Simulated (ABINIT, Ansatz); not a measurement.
# A GW chain in ABINIT: NaF (Villiaumite), part 2 of 3

Wanted: ground state, empty states, screening and self-energy for NaF (Villiaumite).

ABINIT 10.8.3; PBE and many-body steps on it, plane waves. Known limits of the many-body steps: not at the basis limit.

So far. Step 2 (Ground state): The gap is direct, at Γ.

The database entry behind the starting cell differs from later determinations by our own check (0.1 to 0.3 % short, probably kX units), so it need not match the best structure at ambient conditions.

### 3. Bands along the symmetry lines

Level of this step: DFT, PBE, plane waves, norm-conserving pseudopotentials (ABINIT).

Levels along a band path, at the cheap level, show where the edges lie and whether the meshes to come will hold them.

Contents of run.abi:

```
acell 3*1.0 Angstrom
rprim 
  0.000000000000 2.310000000000 2.310000000000
  2.310000000000 0.000000000000 2.310000000000
  2.310000000000 2.310000000000 0.000000000000
ntypat 2
znucl 11 9
natom 2
typat 1 2
xred 
  0.000000000000 0.000000000000 0.000000000000
  0.500000000000 0.500000000000 0.500000000000
pp_dirpath "pseudos"
pseudos "Na.upf, F.upf"
ecut 38
iscf -2
irdden 1
kptopt 0
nkpt 50
kpt 
  0.00000000 0.00000000 0.00000000
  0.06250000 0.00000000 0.06250000
  0.12500000 0.00000000 0.12500000
  0.18750000 0.00000000 0.18750000
  0.25000000 0.00000000 0.25000000
  0.31250000 0.00000000 0.31250000
  0.37500000 0.00000000 0.37500000
  0.43750000 0.00000000 0.43750000
  0.50000000 0.00000000 0.50000000
  0.51562500 0.03125000 0.51562500
  0.53125000 0.06250000 0.53125000
  0.54687500 0.09375000 0.54687500
  0.56250000 0.12500000 0.56250000
  0.57812500 0.15625000 0.57812500
  0.59375000 0.18750000 0.59375000
  0.60937500 0.21875000 0.60937500
  0.62500000 0.25000000 0.62500000
  0.37500000 0.37500000 0.75000000
  0.32812500 0.32812500 0.65625000
  0.28125000 0.28125000 0.56250000
  0.23437500 0.23437500 0.46875000
  0.18750000 0.18750000 0.37500000
  0.14062500 0.14062500 0.28125000
  0.09375000 0.09375000 0.18750000
  0.04687500 0.04687500 0.09375000
  0.00000000 0.00000000 0.00000000
  0.06250000 0.06250000 0.06250000
  0.12500000 0.12500000 0.12500000
  0.18750000 0.18750000 0.18750000
  0.25000000 0.25000000 0.25000000
  0.31250000 0.31250000 0.31250000
  0.37500000 0.37500000 0.37500000
  0.43750000 0.43750000 0.43750000
  0.50000000 0.50000000 0.50000000
  0.50000000 0.46875000 0.53125000
  0.50000000 0.43750000 0.56250000
  0.50000000 0.40625000 0.59375000
  0.50000000 0.37500000 0.62500000
  0.50000000 0.34375000 0.65625000
  0.50000000 0.31250000 0.68750000
  0.50000000 0.28125000 0.71875000
  0.50000000 0.25000000 0.75000000
  0.50000000 0.21875000 0.71875000
  0.50000000 0.18750000 0.68750000
  0.50000000 0.15625000 0.65625000
  0.50000000 0.12500000 0.62500000
  0.50000000 0.09375000 0.59375000
  0.50000000 0.06250000 0.56250000
  0.50000000 0.03125000 0.53125000
  0.50000000 0.00000000 0.50000000
istwfk *1
nband 15
nbdbuf 2
tolwfr 1e-08
nstep 40
prtwf 0
prtvol 0
indata_prefix "in"
outdata_prefix "out"
tmpdata_prefix "tmp"
```

On the command line:

```bash
$ OMP_NUM_THREADS=1 mpirun -n 8 abinit run.abi > log
```

Numbers of over 12 decimals in the logs are rounded to 6 here.

Log:

```text
.Version 10.8.3 of ABINIT. v10.8.2 released Aug 2026.

 Symmetries : space group Fm -3 m (#225); Bravais cF (face-center cubic)
[... echo of the input left out ...]
== DATASET  1 ==================================================================
-   mpi_nproc: 8, omp_nthreads: 1 (-1 if OMP is not activated)

--- !DatasetInfo
iteration_state: {dtset: 1, }
dimensions: {natom: 2, nkpt: 50, mband: 15, nsppol: 1, nspinor: 1, nspden: 1, mpw: 1880, }
cutoff_energies: {ecut:  38.0, pawecutdg:  -1.0, }
electrons: {nelect:   1.60000000E+01, charge:   0.00000000E+00, occopt:   1.00000000E+00, tsmear:   1.00000000E-02, }

 Real(R)+Recip(G) space primitive vectors, cartesian coordinates (Bohr,Bohr^-1):
 R(1)=  0.0000000  4.3652674  4.3652674  G(1)= -0.1145405  0.1145405  0.1145405
 R(2)=  4.3652674  0.0000000  4.3652674  G(2)=  0.1145405 -0.1145405  0.1145405
 R(3)=  4.3652674  4.3652674  0.0000000  G(3)=  0.1145405  0.1145405 -0.1145405
 Unit cell volume ucvol=  1.6636522E+02 bohr^3
 Angles (23,13,12)=  6.00000000E+01  6.00000000E+01  6.00000000E+01 degrees

 getcut: wavevector=  0.0000  0.0000  0.0000  ngfft=  36  36  36
         ecut(hartree)=     38.000   => boxcut(ratio)=   2.10145

--- Pseudopotential description ------------------------------------------------
- Na Generated using ONCVPSP code by D. R. Hamann
- 11.00000   9.00000  171031                  znucl, zion, pspdat
12 -101130 1 -1 1992                          pspcod,pspxc,lmax,lloc,mmax
     nproj     2     2     0
  pspatm : epsatm=    9.36084378
         --- l  ekb(1:nproj) -->
             0    2.667291   -0.676599
             1   -6.743718   -2.407365
 pspatm: atomic psp has been read  and splines computed

- F Generated using ONCVPSP code by D. R. Hamann
-  9.00000   7.00000  171031                  znucl, zion, pspdat
12 -101130 2 -1 832                           pspcod,pspxc,lmax,lloc,mmax
     nproj     2     2     1
  pspatm : epsatm=    4.87625608
         --- l  ekb(1:nproj) -->
             0    6.519403    1.070094
[...]
2   -2.441503
 pspatm: atomic psp has been read  and splines computed

--------------------------------------------------------------------------------

================================================================================
 prteigrs : about to open file out_EIG
 Non-SCF case, kpt    1 (  0.00000  0.00000  0.00000), residuals and eigenvalues=
  3.60E-09  2.52E-09  7.97E-09  3.08E-09  8.09E-09  6.43E-09  1.36E-09  9.53E-10
  1.24E-09  9.78E-09  8.94E-09  8.26E-10  3.23E-09  4.49E-08  7.70E-08
 -1.7783E+00 -7.5120E-01 -7.4502E-01 -7.4502E-01 -7.4502E-01 -4.8861E-02
 -4.8861E-02 -4.8861E-02  1.8595E-01  6.5511E-01  6.5511E-01  6.5511E-01
[...]
Non-SCF case, kpt    2 (  0.06250  0.00000  0.06250), residuals and eigenvalues=
  3.39E-09  8.37E-09  1.78E-09  2.56E-09  3.38E-09  1.79E-09  2.15E-09  1.07E-09
[...]
7.11E-09  9.11E-09  2.07E-09  6.00E-09  2.45E-09  4.44E-09  1.89E-09  9.20E-09
  2.82E-09  2.68E-09  2.37E-09  8.75E-09  7.65E-09  6.74E-09  8.92E-09
[...]
Non-SCF case, kpt   49 (  0.50000  0.03125  0.53125), residuals and eigenvalues=
[...]
Non-SCF case, kpt   50 (  0.50000  0.00000  0.50000), residuals and eigenvalues=
[...]
-1.7776E+00 -7.5029E-01 -7.4703E-01 -7.4703E-01 -7.4207E-01 -9.5843E-02
 -6.3793E-02 -6.3793E-02  4.3796E-01  4.4449E-01  4.5634E-01  6.8268E-01
[...]
--- !ResultsGS
iteration_state: {dtset: 1, }
comment   : Summary of ground state results
lattice_vectors:
- [  0.0000000,   4.3652674,   4.3652674, ]
- [  4.3652674,   0.0000000,   4.3652674, ]
- [  4.3652674,   4.3652674,   0.0000000, ]
lattice_lengths: [   6.17342,    6.17342,    6.17342, ]
lattice_angles: [ 60.000,  60.000,  60.000, ] # degrees, (23, 13, 12)
lattice_volume:   1.6636522E+02
convergence: {deltae:  0.000E+00, res2:  0.000E+00, residm:  9.992E-09, diffor:  0.000E+00, }
etotal    :  -7.04829795E+01
entropy   :   0.00000000E+00
fermie    :  -4.88605676E-02
cartesian_stress_tensor: null
pressure_GPa: null
xred      :
- [  0.0000E+00,   0.0000E+00,   0.0000E+00, Na]
- [  5.0000E-01,   5.0000E-01,   5.0000E-01,  F]
cartesian_forces: null
force_length_stats: {min: null, max: null, mean: null, }

 Integrated electronic density in atomic spheres:
 ------------------------------------------------
 Atom  Sphere_radius  Integrated_density
[...]
================================================================================

 ----iterations are completed or convergence reached----

 Mean square residual over all n,k,spin=   35.518E-10; max=  99.923E-10
 reduced coordinates (array xred) for    2 atoms
       0.000000000000      0.000000000000      0.000000000000
       0.500000000000      0.500000000000      0.500000000000

 cartesian coordinates (angstrom) at end:
    1      0.000000     0.000000     0.000000
    2      2.310000     2.310000     2.310000
 length scales=  1.889726125908  1.889726125908  1.889726125908 bohr
              =  1.000000000000  1.000000000000  1.000000000000 angstroms
 prteigrs : about to open file out_EIG
 Eigenvalues (hartree) for nkpt=  50  k points:
 kpt#   1, nband= 15, wtk=  1.00000, kpt=  0.0000  0.0000  0.0000 (reduced coord)
[...]
kpt#   2, nband= 15, wtk=  1.00000, kpt=  0.0625  0.0000  0.0625 (reduced coord)
[...]
kpt#   3, nband= 15, wtk=  1.00000, kpt=  0.1250  0.0000  0.1250 (reduced coord)
[...]
kpt#  49, nband= 15, wtk=  1.00000, kpt=  0.5000  0.0313  0.5313 (reduced coord)
  -1.77764   -0.75026   -0.74869   -0.74705   -0.74034   -0.09557   -0.06415   -0.06403
   0.43801    0.44440    0.45776    0.67842    0.68499    0.84340    1.01693
 kpt#  50, nband= 15, wtk=  1.00000, kpt=  0.5000  0.0000  0.5000 (reduced coord)
  -1.77764   -0.75029   -0.74703   -0.74703   -0.74207   -0.09584   -0.06379   -0.06379
   0.43796    0.44449    0.45634    0.68268    0.68268    0.83897    1.01712

== END DATASET(S) ==============================================================
================================================================================

 -outvars: echo values of variables after computation  --------
            nband          15
             nkpt          50
          spgroup         225
 [... the other variables as echoed above ...]

 Calculation completed.
```

Run time: 2.5 s. Hardware: 8 MPI ranks of AMD EPYC 9R45, shared host; peak memory 0.08 GiB.

This step gave:

```
gap                        : 6.390 eV
k of the valence top       : 0, 0, 0
k of the conduction bottom : 0, 0, 0
least direct gap           : 6.390 eV
```

The gap is 6.390 eV, as in the run before at this level.

The electronic bands at the labelled points (eV, zero at the top of the highest filled band; v1 is the highest filled band, c1 the lowest empty one):

| point | v4 | v3 | v2 | v1 | c1 | c2 | c3 | c4 |
| --- | --- | --- | --- | --- | --- | --- | --- | --- |
| Γ | -18.94 | 0.00 | 0.00 | 0.00 | 6.39 | 19.16 | 19.16 | 19.16 |
| X | -18.86 | -1.28 | -0.41 | -0.41 | 13.25 | 13.42 | 13.75 | 19.91 |
| U | -18.45 | -1.06 | -0.83 | -0.37 | 12.94 | 13.33 | 14.85 | 19.55 |
| jump to K | -18.45 | -1.06 | -0.83 | -0.37 | 12.94 | 13.33 | 14.85 | 19.55 |
| Γ | -18.94 | 0.00 | 0.00 | 0.00 | 6.39 | 19.16 | 19.16 | 19.16 |
| L | -18.13 | -1.59 | -0.25 | -0.25 | 10.88 | 12.57 | 20.25 | 20.25 |
| W | -18.44 | -0.87 | -0.87 | -0.57 | 13.32 | 13.32 | 15.34 | 17.03 |
| X | -18.86 | -1.28 | -0.41 | -0.41 | 13.25 | 13.42 | 13.75 | 19.91 |

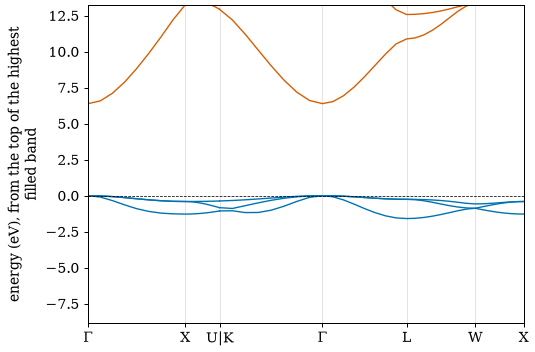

Electronic bands along the path; lines of filled and empty bands in two colours.

### 4. Empty states on the mesh, 6×6×6 mesh, 151 bands

The sums over transitions need many empty states on a uniform mesh; this step solves for them.

Contents of run.abi:

```
acell 3*1.0 Angstrom
rprim 
  0.000000000000 2.310000000000 2.310000000000
  2.310000000000 0.000000000000 2.310000000000
  2.310000000000 2.310000000000 0.000000000000
ntypat 2
znucl 11 9
natom 2
typat 1 2
xred 
  0.000000000000 0.000000000000 0.000000000000
  0.500000000000 0.500000000000 0.500000000000
pp_dirpath "pseudos"
pseudos "Na.upf, F.upf"
ecut 38
ngkpt 6 6 6
nshiftk 1
shiftk 0 0 0
kptopt 1
chksymbreak 0
irdden 1
istwfk *1
nband 151
prtvol 0
optdriver 6
gwr_task "HDIAGO"
paral_kgb 0
occopt 1
indata_prefix "in"
outdata_prefix "out"
tmpdata_prefix "tmp"
```

Log:

```text
[banner, memory and clock lines left out]
.Version 10.8.3 of ABINIT. v10.8.2 released Aug 2026.

 Symmetries : space group Fm -3 m (#225); Bravais cF (face-center cubic)
[... echo of the input left out ...]
== DATASET  1 ==================================================================
-   mpi_nproc: 8, omp_nthreads: 1 (-1 if OMP is not activated)

--- !DatasetInfo
iteration_state: {dtset: 1, }
dimensions: {natom: 2, nkpt: 16, mband: 151, nsppol: 1, nspinor: 1, nspden: 1, mpw: 1874, }
cutoff_energies: {ecut:  38.0, pawecutdg:  -1.0, }
electrons: {nelect:   1.60000000E+01, charge:   0.00000000E+00, occopt:   1.00000000E+00, tsmear:   1.00000000E-02, }

.Using double precision arithmetic; gwpc =  8

- Reading GS density from: in_DEN

--- Pseudopotential description ------------------------------------------------
- Na Generated using ONCVPSP code by D. R. Hamann
- 11.00000   9.00000  171031                  znucl, zion, pspdat
12 -101130 1 -1 1992                          pspcod,pspxc,lmax,lloc,mmax
     nproj     2     2     0
  pspatm : epsatm=    9.36084378
         --- l  ekb(1:nproj) -->
             0    2.667291   -0.676599
             1   -6.743718   -2.407365
 pspatm: atomic psp has been read  and splines computed

- F Generated using ONCVPSP code by D. R. Hamann
-  9.00000   7.00000  171031                  znucl, zion, pspdat
12 -101130 2 -1 832                           pspcod,pspxc,lmax,lloc,mmax
     nproj     2     2     1
  pspatm : epsatm=    4.87625608
         --- l  ekb(1:nproj) -->
             0    6.519403    1.070094
             1   -3.955629   -1.291931
             2   -2.441503
 pspatm: atomic psp has been read  and splines computed

   2.27793598E+02                                ecore*ucvol(ha*bohr**3)

 Total charge density [el/Bohr^3]
)     Maximum=    2.7052E+00  at reduced coord.    0.9722    0.9722    0.9722
)     Minimum=    2.4600E-03  at reduced coord.    0.2500    0.2500    0.2500
   Integrated=    1.6000E+01

 === KS gaps after direct diagonalization ===
 Direct band gap semiconductor
 Fundamental gap:     6.390 (eV)
   VBM:    -1.330 (eV) at k: [ 0.0000E+00,  0.0000E+00,  0.0000E+00]
   CBM:     5.060 (eV) at k: [ 0.0000E+00,  0.0000E+00,  0.0000E+00]
 Direct gap:         6.390 (eV) at k: [ 0.0000E+00,  0.0000E+00,  0.0000E+00]

== END DATASET(S) ==============================================================

 -outvars: echo values of variables after computation  --------
           etotal      0.0000000000E+00
            nband         151
             nkpt          16
          spgroup         225
 [... the other variables as echoed above ...]

 Calculation completed.
```

The job ended after 5.2 s (8 MPI ranks; peak memory 2 GiB; 40 s of CPU time).

Numbers from this step:

```
gap                                                           : 6.390 eV
k of the valence top                                          : 0, 0, 0
k of the conduction bottom                                    : 0, 0, 0
least direct gap                                              : 6.390 eV
k points computed                                             : 16
lowest point of the top converged band, above the valence top : 173.2584 eV
```

On this mesh the gap is 6.390 eV.

### 5. Screening, 6×6×6 mesh, 143 bands, screening to 239.5 eV

The RPA dielectric matrix is built and inverted for each q.

This step: RPA screening on PBE, plane waves, norm-conserving pseudopotentials.

Changes to run.abi since step 4:

```diff
@@ -20,10 +20,11 @@
 chksymbreak 0
-irdden 1
 istwfk *1
-nband 151
-prtvol 0
-optdriver 6
-gwr_task "HDIAGO"
-paral_kgb 0
 occopt 1
+irdwfk 1
+optdriver 3
+nband 143
+ecuteps 8.8
+inclvkb 2
+awtr 1
+symchi 1
 indata_prefix "in"
```

Log:

```text
.Version 10.8.3 of ABINIT. v10.8.2 released Aug 2026.

 Symmetries : space group Fm -3 m (#225); Bravais cF (face-center cubic)
[... echo of the input left out ...]
== DATASET  1 ==================================================================
-   mpi_nproc: 8, omp_nthreads: 1 (-1 if OMP is not activated)

--- !DatasetInfo
iteration_state: {dtset: 1, }
dimensions: {natom: 2, nkpt: 16, mband: 143, nsppol: 1, nspinor: 1, nspden: 1, mpw: 1874, }
cutoff_energies: {ecut:  38.0, pawecutdg:  -1.0, }
electrons: {nelect:   1.60000000E+01, charge:   0.00000000E+00, occopt:   1.00000000E+00, tsmear:   1.00000000E-02, }

 SCREENING: Calculation of the susceptibility and dielectric matrices

 Based on a program developped by R.W. Godby, V. Olevano, G. Onida, and L. Reining.
 Incorporated in ABINIT by V. Olevano, G.-M. Rignanese, and M. Torrent.
.Using double precision arithmetic ; gwpc =  8

[... cell and pseudopotentials left out ...]
--------------------------------------------------------------------------------

 ==== K-mesh for the wavefunctions ====
 Number of points in the irreducible wedge :    16
[... list of points left out ...]
 Together with 48 symmetry operations and time-reversal symmetry
 yields   216 points in the full Brillouin Zone.

 ==== Q-mesh for the screening function ====
 Number of points in the irreducible wedge :    16
[... list of points left out ...]
 Together with 48 symmetry operations and time-reversal symmetry
 yields   216 points in the full Brillouin Zone.

 setmesh: FFT mesh size selected  =    25x   25x   25
          total number of points  =        15625

 vcoul_init : cutoff-mode = AUXILIARY_FUNCTION
 q-points for optical limit:   1
     1)      0.000010    0.000020    0.000030

- screening: taking advantage of time-reversal symmetry
- Maximum band index for partially occupied states nbvw = 8
- Remaining bands to be divided among processors   nbcw = 135
- Number of bands treated by each node ~16

 Number of electrons calculated from density =   16.0000; Expected =   16.0000
 average of density, n =  0.096174
 r_s =    1.3540
 omega_plasma =   29.9147 [eV]

 calculating chi0 at frequencies [eV] :
  1    0.000000E+00    0.000000E+00
  2    0.000000E+00    2.991468E+01

--------------------------------------------------------------------------------
  q-point number  1        q = ( 0.000000, 0.000000, 0.000000) [r.l.u.]
--------------------------------------------------------------------------------
[... chi0 elements left out ...]
 For q-point:  0.000010 0.000020 0.000030
  dielectric constant =   1.8002
  dielectric constant without local fields =   1.9000

  Average fulfillment of the sum rule on Im[epsilon] for q-point    1 :     76.66  [%]
[... wings left out ...]
  q-point number  2        q = ( 0.166667, 0.000000, 0.000000) [r.l.u.]
--------------------------------------------------------------------------------
[... chi0 elements left out ...]
  Average fulfillment of the sum rule on Im[epsilon] for q-point    2 :     89.05  [%]

 [... 14 further q-points ...]
```

Wall time 21 s (8 MPI ranks); peak memory 1.7 GiB; 2.7 min of CPU time.

Numbers from this step:

```
ε∞ with local fields, on this mesh, along the program's q direction : 1.800
the same without local fields                                       : 1.9
plasma frequency                                                    : 29.91 eV
plane waves in the screening matrix                                 : 181
```

Local fields lower ε∞ by 5 %.

[end of part 2 of 3]

[Paths, hosts, dates, memory and timing lines, banners, echoed tables and standing remarks are left out of the program output.]

[Logs are printed without paths, hosts, clocks, repeated set-up lines and the standing remarks that a program may print on its own settings, such as how far it seeks lower states.]

[Runs of the session that timed out or met a known fault of the program may be left out.]

[Hosts, paths, dates, database ids (printed as entryN), source tags and the programs' standing remarks are cut or masked in the printed files.]

[G0W0 gaps are taken among the corrected bands and points alone; a level outside them can change the order at an edge.]

[Where Ansatz stands beside ABINIT at settings called matched, ABINIT's density can come from a denser mesh and the files from another edition; pairs whose starting gaps differed by over 0.03 eV were left out, so agreement reads better than it is.]
